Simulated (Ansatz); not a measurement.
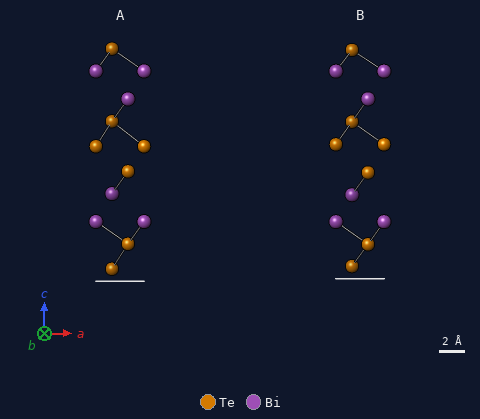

Two geometries of a slab of composition Bi2Te3 (cut from the R-3m phase), drawn at one scale. One is the start of a relaxation, the other its converged end. A ball-and-stick model of the 1 × 2 repeat of the cell, outlined in the plane, without the vacuum, seen along the b axis.

Method: Ansatz 0.2.0, DFT PBE, scalar-relativistic, plane waves, PAW. (plane-wave cutoff 420 eV; k-point mesh 9 × 9 × 1; occupations gaussian; smearing width 0.1 eV; no spin polarisation; dipole correction; atoms relaxed in a fixed cell; force threshold 0.02 eV/Å; at most 60 steps)

Question: Which one is relaxed?

Answer: Structure B is the relaxed one. The slab is the (0 0 1) face of Bi2Te3. Over 4 geometry steps the energy falls by 0.202 eV per cell of the calculation. Largest force component: 0.74 eV/Å at the start, 0.0059 eV/Å at the end. The atom that moves furthest relative to the layer's centre is a Te atom (0.22 Å along the normal (+c)). Largest moves by element: Te 0.22 Å, Bi 0.09 Å. The cell stays as it was. Some distances before and after: Te–Te 3.272 → 3.119 Å, Te–Te 3.272 → 3.158 Å, Bi–Te 3.141 → 3.094 Å, Bi–Te 3.141 → 3.166 Å. Among the angles between lasting bonds that change: Te–Te–Te 86.1° → 91.5°, Te–Te–Te 86.1° → 90.1°, Te–Te–Bi 176.8° → 179.8°. The run took 2.1 min on 4 threads of Arm Neoverse V1, on a shared host, peak memory 1.6 GiB.
